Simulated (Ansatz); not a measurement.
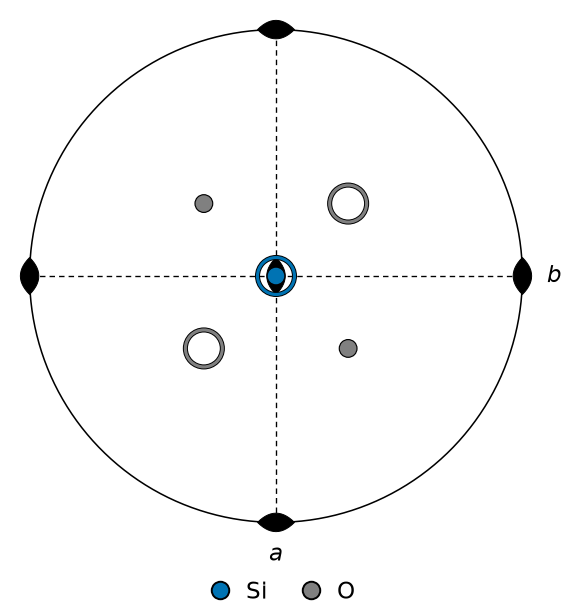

Directions from one silicon atom at (0, 0, 3/4) to its bonded neighbours, in stereographic projection down c (filled: above the plane of the page or in it, open: below). Crystal: SiO2, the end point of a relaxation with DFT PBE+D3(BJ), scalar-relativistic, plane waves, PAW in Ansatz 0.2.0. Geometry calculated from the standardised cell; symmetry tolerance 0.002 Å.

Neighbours are counted up to 2.58 Å for Si, 2.05 Å for O. The symmetry elements of the site are drawn in: heavy lines are mirror planes (a heavy rim: a mirror in the plane of the page); lens, triangle, square and hexagon are 2-, 3-, 4- and 6-fold axes, a lens in an open square is −4, a triangle in an open hexagon −6; thin dashed diameters join the ends of axes that lie in the page; a small open circle marks inversion.

```yaml
crystal:
  lattice:
    - [5.70408, 0.00000, 0.00000]
    - [0.00000, 5.77774, 0.00000]
    - [0.00000, 0.00000, 4.71936]
  atoms:
    - { symbol: Si, position: [0.00000, 0.00000, 0.75000] }
    - { symbol: Si, position: [0.00000, 0.00000, 0.25000] }
    - { symbol: O, position: [0.35309, 0.35557, 0.50000] }
    - { symbol: O, position: [0.14691, 0.85557, 0.50000] }
    - { symbol: O, position: [0.35309, 0.64443, 0.00000] }
    - { symbol: O, position: [0.14691, 0.14443, 0.00000] }
    - { symbol: Si, position: [0.50000, 0.50000, 0.25000] }
    - { symbol: Si, position: [0.50000, 0.50000, 0.75000] }
    - { symbol: O, position: [0.85309, 0.85557, 0.00000] }
    - { symbol: O, position: [0.64691, 0.35557, 0.00000] }
    - { symbol: O, position: [0.85309, 0.14443, 0.50000] }
    - { symbol: O, position: [0.64691, 0.64443, 0.50000] }
```

Q: How many neighbours are there, and at what angles?

A: 6: 4 O at 1.67 Å, 2 Si at 2.36 Å. Angles between bonds: 45° (4×), 90° (2×), 120° (4×), 135° (4×), 180° (1×).

Q: What is the site's symmetry in the crystal?

A: Point group 222 (D2), order 4: three twofold axes. In Ibam, No. 72 this is Wyckoff position 4a.
